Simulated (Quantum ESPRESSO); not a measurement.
Single-point calculation of Rh

The run: single-point calculation of Rh (Fm-3m, 1 atom in the cell). Method and program: Kohn-Sham DFT of a periodic cell, r2SCAN, SG15 PBE 1.2, no spin polarisation (Quantum ESPRESSO 7.5).

The structure derives from an entry of the Crystallography Open Database. The volume is scaled by 0.94.

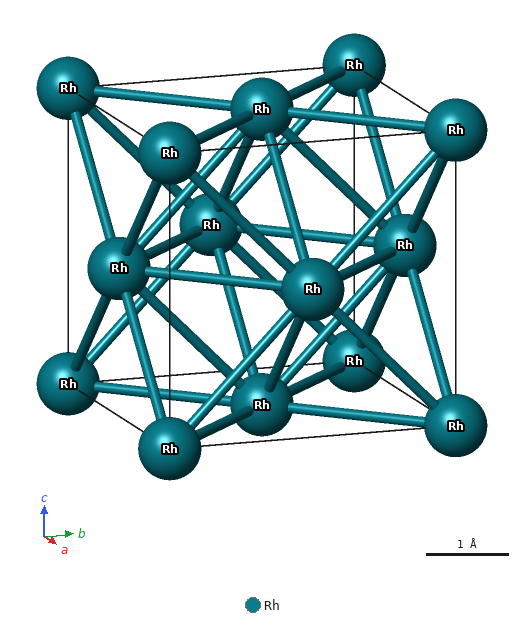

**Figure 1.** The structure as given in the input (ball-and-stick view of the cell 4 times as large as that of the calculation, set on its symmetry axes, seen slightly off an axis). Near neighbours in the crystal (not all of them lie inside the picture): Rh has 12 Rh at 2.63 Å.

## Summary

- outcome: converged
- space group (tolerance 0.01 Å): Fm-3m (225)
- electrons treated: 17
- free energy: −2953.5737 eV
- Fermi energy: 25.056 eV
- gap on the k-point mesh: none (metallic)
- pressure: 19.58 GPa
- largest force (length of the vector): under 0.001 eV/Å
- hardware: 2 threads of Arm Neoverse V1, 24 GiB of memory available, shared host
- wall time: 96 s (CPU time 3.2 min)
- peak memory: 0.18 GiB

## Remarks

Further notes kept with the run: potentials made for another functional. Points of doubt noted for this run: coarse mesh; potentials made for another functional. The cell is under a pressure of 19.6 GPa at this level, so it is not at its equilibrium volume.

## The input
```
&CONTROL
  calculation = 'scf'
  prefix = 'pwscf'
  outdir = './tmp'
  pseudo_dir = './pseudo'
  tprnfor = .true.
  tstress = .true.
  disk_io = 'nowf'
/
&SYSTEM
  ibrav = 0
  nat = 1
  ntyp = 1
  ecutwfc = 70
  nbnd = 15
  input_dft = 'r2scan'
  occupations = 'smearing'
  smearing = 'fd'
  degauss = 0.00367493
  nosym = .true.
  nr1 = 32
  nr2 = 32
  nr3 = 32
/
&ELECTRONS
  conv_thr = 1d-08
  electron_maxstep = 120
  mixing_beta = 0.5
/
ATOMIC_SPECIES
Rh   102.9055 Rh_ONCV_PBE-1.2.upf
CELL_PARAMETERS angstrom
   0.0000000000    1.8591074964    1.8591074964
   1.8591074964    0.0000000000    1.8591074964
   1.8591074964    1.8591074964    0.0000000000
ATOMIC_POSITIONS crystal
Rh     0.0000000000    0.0000000000    0.0000000000
K_POINTS automatic
9 9 9 0 0 0
```

Run as:
```bash
OMP_NUM_THREADS=1 mpirun -n 2 pw.x -nk 2 -in pw.in > pw.out
```

## The program's output
```
This program is part of the open-source Quantum ESPRESSO suite
     for quantum simulation of materials; please cite
         "P. Giannozzi et al., J. Phys.:Condens. Matter 21 395502 (2009);
         "P. Giannozzi et al., J. Phys.:Condens. Matter 29 465901 (2017);
         "P. Giannozzi et al., J. Chem. Phys. 152 154105 (2020);
          URL
     in publications or presentations arising from this work. More details at

     IMPORTANT: XC functional enforced from input :
     Exchange-correlation= R2SCAN
                           (   0   0   0   0   0 497 498)
     Any further DFT definition will be discarded
     Please, verify this is what you really want

     K-points division:     npool     =       2
     Subspace diagonalization in iterative solution of the eigenvalue problem:
     a serial algorithm will be used

     G-vector sticks info
     --------------------
     sticks:   dense  smooth     PW     G-vecs:    dense   smooth      PW
     Sum         475     475    163                 6855     6855    1363

     Using Slab Decomposition

     bravais-lattice index     =            0
     lattice parameter (alat)  =       4.9684  a.u.
     unit-cell volume          =      86.7242 (a.u.)^3
     number of atoms/cell      =            1
     number of atomic types    =            1
     number of electrons       =        17.00
     number of Kohn-Sham states=           15
     kinetic-energy cutoff     =      70.0000  Ry
     charge density cutoff     =     280.0000  Ry
     scf convergence threshold =      1.0E-08
     mixing beta               =       0.5000
     number of iterations used =            8  plain     mixing
     Exchange-correlation= R2SCAN
                           (   0   0   0   0   0 497 498)

     celldm(1)=   4.968421  celldm(2)=   0.000000  celldm(3)=   0.000000
     celldm(4)=   0.000000  celldm(5)=   0.000000  celldm(6)=   0.000000

     crystal axes: (cart. coord. in units of alat)
               a(1) = (   0.000000   0.707107   0.707107 )
               a(2) = (   0.707107   0.000000   0.707107 )
               a(3) = (   0.707107   0.707107   0.000000 )

     reciprocal axes: (cart. coord. in units 2 pi/alat)
               b(1) = ( -0.707107  0.707107  0.707107 )
               b(2) = (  0.707107 -0.707107  0.707107 )
               b(3) = (  0.707107  0.707107 -0.707107 )

     PseudoPot. # 1 for Rh read from file:
     Rh_ONCV_PBE-1.2.upf
     Pseudo is Norm-conserving, Zval = 17.0
     Generated using ONCVPSP code by D. R. Hamann
     Using radial grid of  602 points,  6 beta functions with:
                l(1) =   0
                l(2) =   0
                l(3) =   1
                l(4) =   1
                l(5) =   2
                l(6) =   2

     atomic species   valence    mass     pseudopotential
     Rh               17.00   102.90550     Rh( 1.00)

     No symmetry found

   Cartesian axes

     site n.     atom                  positions (alat units)
         1        Rh     tau(   1) = (   0.0000000   0.0000000   0.0000000  )

     number of k points=   365  Fermi-Dirac smearing, width (Ry)=  0.0037

     Number of k-points >= 100: set verbosity='high' to print them.

     Dense  grid:     6855 G-vectors     FFT dimensions: (  32,  32,  32)

     WARNING: libxc functional with ID  497 depends
      on external parameters: check the user_guide of
      QE if you need to modify them or to check their
      default values.

     WARNING: libxc functional with ID  498 depends
      on external parameters: check the user_guide of
      QE if you need to modify them or to check their
      default values.

     Initial potential from superposition of free atoms

     starting charge      16.9481, renormalised to      17.0000
     Starting wfcs are random

     Self-consistent Calculation

     iteration #  1     ecut=    70.00 Ry     beta= 0.50
     Davidson diagonalization with overlap
     ethr =  1.00E-02,  avg # of iterations =  7.4

     total energy              =    -217.04145589 Ry
     estimated scf accuracy    <      10.62754131 Ry

     iteration #  2     ecut=    70.00 Ry     beta= 0.50
     Davidson diagonalization with overlap
     ethr =  1.00E-02,  avg # of iterations =  1.0

     total energy              =    -217.08240343 Ry
     estimated scf accuracy    <       2.40148696 Ry

     iteration #  3     ecut=    70.00 Ry     beta= 0.50
     Davidson diagonalization with overlap
     ethr =  1.00E-02,  avg # of iterations =  1.0

     total energy              =    -217.08359559 Ry
     estimated scf accuracy    <       0.01429030 Ry

     iteration #  4     ecut=    70.00 Ry     beta= 0.50
     Davidson diagonalization with overlap
     ethr =  8.41E-05,  avg # of iterations =  1.8

     total energy              =    -217.08365872 Ry
     estimated scf accuracy    <       0.00015045 Ry

     iteration #  5     ecut=    70.00 Ry     beta= 0.50
     Davidson diagonalization with overlap
     ethr =  8.85E-07,  avg # of iterations =  3.7

     total energy              =    -217.08366266 Ry
     estimated scf accuracy    <       0.00000417 Ry

     iteration #  6     ecut=    70.00 Ry     beta= 0.50
     Davidson diagonalization with overlap
     ethr =  2.46E-08,  avg # of iterations =  1.9

     total energy              =    -217.08366295 Ry
     estimated scf accuracy    <       0.00000056 Ry

     iteration #  7     ecut=    70.00 Ry     beta= 0.50
     Davidson diagonalization with overlap
     ethr =  3.31E-09,  avg # of iterations =  1.0

     total energy              =    -217.08366297 Ry
     estimated scf accuracy    <       0.00000007 Ry

     iteration #  8     ecut=    70.00 Ry     beta= 0.50
     Davidson diagonalization with overlap
     ethr =  4.31E-10,  avg # of iterations =  1.0

     End of self-consistent calculation

     Number of k-points >= 100: set verbosity='high' to print the bands.

     the Fermi energy is    25.0561 ev

!    total energy              =    -217.08366297 Ry
     estimated scf accuracy    <          4.7E-09 Ry
     smearing contrib. (-TS)   =      -0.00067647 Ry
     internal energy E=F+TS    =    -217.08298650 Ry

     The total energy is F=E-TS. E is the sum of the following terms:
     one-electron contribution =     -38.78557044 Ry
     hartree contribution      =      32.33692180 Ry
     xc contribution           =     -22.05645599 Ry
     ewald contribution        =    -188.57788186 Ry

     convergence has been achieved in   8 iterations

     Forces acting on atoms (cartesian axes, Ry/au):

     atom    1 type  1   force =     0.00000000    0.00000000    0.00000000

     Total force =     0.000000     Total SCF correction =     0.000008

     Computing stress (Cartesian axis) and pressure

          total   stress  (Ry/bohr**3)                   (kbar)     P=      195.78
   0.00133087  -0.00000000   0.00000000          195.78       -0.00        0.00
  -0.00000000   0.00133089   0.00000001           -0.00      195.78        0.00
   0.00000000   0.00000001   0.00133089            0.00        0.00      195.78

=------------------------------------------------------------------------------=
   JOB DONE.
=------------------------------------------------------------------------------=
```

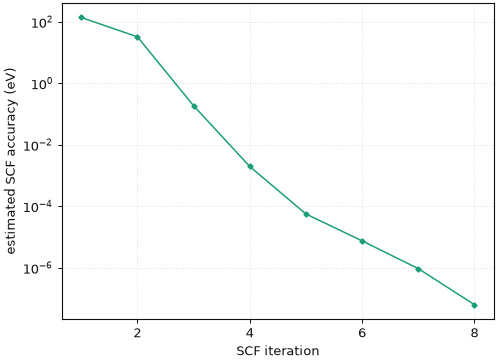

**Figure 2.** Convergence of the self-consistent field: estimated SCF accuracy against the iteration. The field takes 8 iterations in all.
